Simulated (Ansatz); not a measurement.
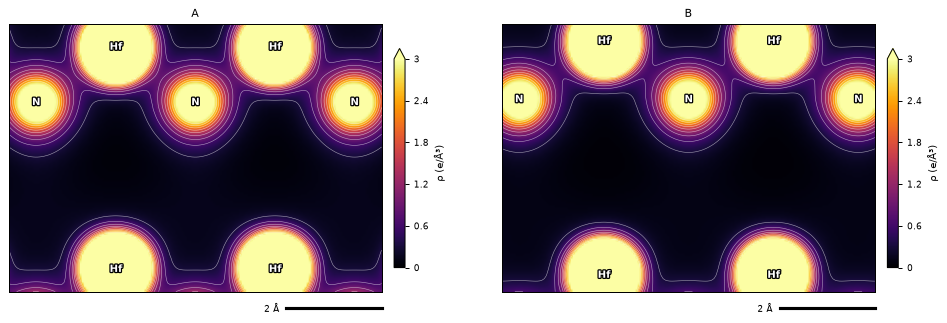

HfN. The valence electron density of two cells that differ in size and shape, on the (101̄) plane of each (indices in the axes of the calculation cell), at one length scale and on one colour scale: B has 15.5 Å³ an atom and A 13.0.

Theory: DFT PBE, scalar-relativistic, plane waves, PAW in Ansatz.

In a PAW calculation such maps are meaningful between the atoms, not at the nuclei.

### What changes from the larger cell to the smaller?

From the larger cell to the smaller, Hf–N goes from 2.16 to 2.04 Å, and the density at its midpoint from 0.68 to 0.92 e/Å³; the pressure goes from −8 to 33 GPa.
